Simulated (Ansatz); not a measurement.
**Al16Cu8H (cell with a defect): density, localisation and related maps**

The calculation's input:

```
crystal:
  lattice:
    - [-4.0892560482, -4.0892560482, 5.7824626523]
    - [-4.0892560482, 4.0892560482, -5.7824626523]
    - [4.0892560482, -4.0892560482, -5.7824626523]
  atoms:
    - { symbol: Al, position: [0.25, 0.375, 0.125] }
    - { symbol: Al, position: [0.75, 0.375, 0.125] }
    - { symbol: Al, position: [0.25, 0.875, 0.125] }
    - { symbol: Al, position: [0.75, 0.875, 0.125] }
    - { symbol: Al, position: [0.25, 0.375, 0.625] }
    - { symbol: Al, position: [0.75, 0.375, 0.625] }
    - { symbol: Al, position: [0.25, 0.875, 0.625] }
    - { symbol: Al, position: [0.75, 0.875, 0.625] }
    - { symbol: Al, position: [0.25, 0.125, 0.375] }
    - { symbol: Al, position: [0.75, 0.125, 0.375] }
    - { symbol: Al, position: [0.25, 0.625, 0.375] }
    - { symbol: Al, position: [0.75, 0.625, 0.375] }
    - { symbol: Al, position: [0.25, 0.125, 0.875] }
    - { symbol: Al, position: [0.75, 0.125, 0.875] }
    - { symbol: Al, position: [0.25, 0.625, 0.875] }
    - { symbol: Al, position: [0.75, 0.625, 0.875] }
    - { symbol: Cu, position: [0.5, 0.25, 0.25] }
    - { symbol: Cu, position: [1.0, 0.25, 0.25] }
    - { symbol: Cu, position: [0.5, 0.75, 0.25] }
    - { symbol: Cu, position: [1.0, 0.75, 0.25] }
    - { symbol: Cu, position: [0.5, 0.25, 0.75] }
    - { symbol: Cu, position: [1.0, 0.25, 0.75] }
    - { symbol: Cu, position: [0.5, 0.75, 0.75] }
    - { symbol: Cu, position: [1.0, 0.75, 0.75] }
    - { symbol: H, position: [0.0, 0.0, 0.0] }
basis:
  ecutwfc: 420
  xc_grid: 2
kpoints:
  mp_grid: { grid: [5, 5, 5], shift: [0.0, 0.0, 0.0] }
hamiltonian:
  xc: pbe
scf:
  occupations: { method: gaussian, width: 0.1 }
output:
  forces: true
  stress: false
  eigenvalues: true
  write_density: true
  write_potential: true
  elf: true
  volumetric_format: npy
relax:
  adjacent_minimum: "off"
  f_tol: 0.025
  max_steps: 45
```

Command:

```sh
ansatz run input.yaml --threads 4 --pin off --max-ram 10240MiB --backend cpu --events-out ev --progress --plain --runs-dir out
```

The fields are those of the run's last geometry, not of the input's.

Computed without spin polarisation.

Computed with DFT PBE, scalar-relativistic, plane waves, PAW in Ansatz 0.2.0.

In a PAW calculation such maps are meaningful between the atoms, not at the nuclei.

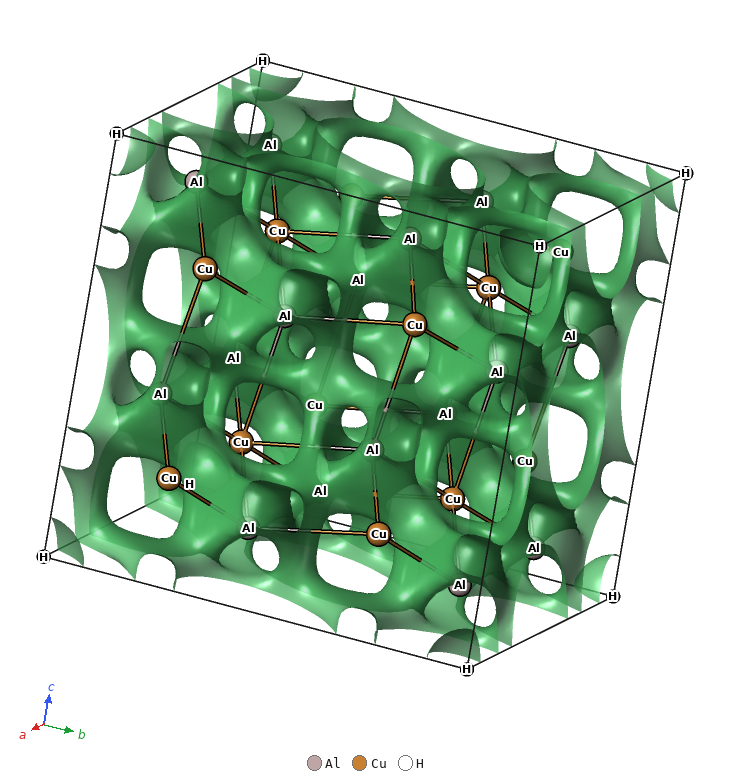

Figure 1. Isosurface of the ELF at 0.55 (green), seen slightly off an axis. Only the valence region is drawn (cores and ρ < 0.01 e/Å³ removed). Sticks mark near contacts.

**What do the ELF domains correspond to?**

The ELF exceeds this value in one region around a hydrogen nucleus and one network that runs through the whole crystal, counted in one cell of 25 atoms. Any copies at cell faces, edges or corners count once. Along the contacts the grid gives the following. Al–H (2.48 Å): the ELF climbs to about 1 towards the hydrogen. Al–Cu (2.49 Å): the ELF peaks at about 0.70 between the atoms.

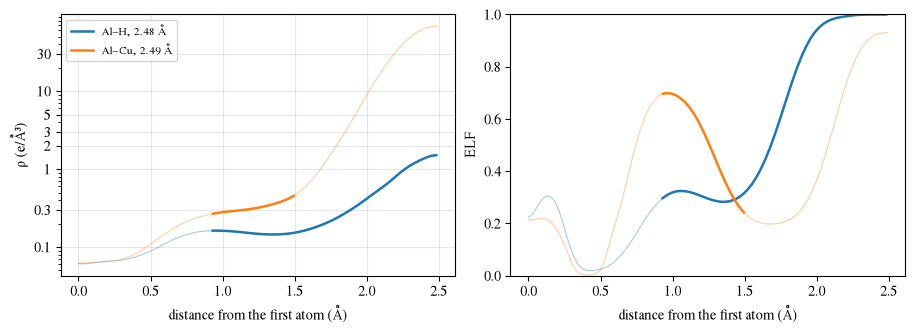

Figure 2. Valence pseudo-density and ELF along straight lines between neighbouring atoms. Thin, pale parts lie inside the atomic spheres.

**What can be read from the curves?**

Al–H (2.48 Å): ρ is about 0.15 e/Å³ halfway; the ELF climbs to about 1 towards the hydrogen.
Al–Cu (2.49 Å): ρ at the midpoint is about 0.32 e/Å³; the ELF peaks at about 0.70 between the atoms.

**Does the calculation give a band gap?**

It is gapless in this calculation (a metal or semimetal).
